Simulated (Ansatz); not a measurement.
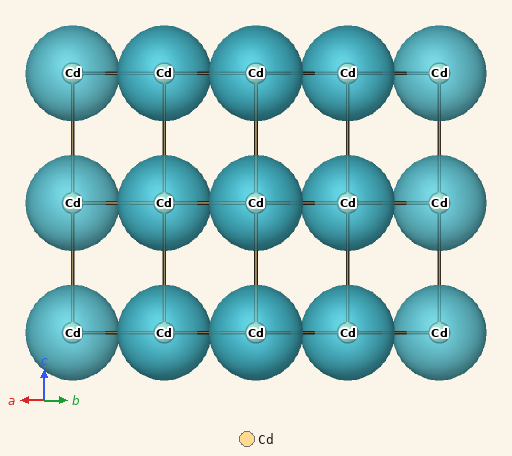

The picture shows: Cd. Isosurface of the valence pseudo-density at 0.5 e/Å³ (cyan), seen along [110]. Sticks mark near contacts.

Space group Pm-3m; set up as Cd, simple cubic; a generated structure, not necessarily the stable one; changed on purpose from its base cell (volume × 0.96); computed pressure about 2 GPa in this cell.

All numbers below come from DFT, PBEsol, plane waves (420 eV) with PAW, scalar-relativistic in Ansatz.

Core electrons are frozen (PAW), and the valence fields are smoothed inside the atomic spheres.

> How is the density connected at this value?

At this value the density breaks into separate islands; it holds about 85 % of the electrons treated as valence (semicore included). It bridges none of the near contacts. It is pinched off along the shortest Cd–Cd (2.86 Å) contacts. On the grid the lowest density along these lines, outside the cores, is 0.23 e/Å³ (Cd–Cd, 2.86 Å).
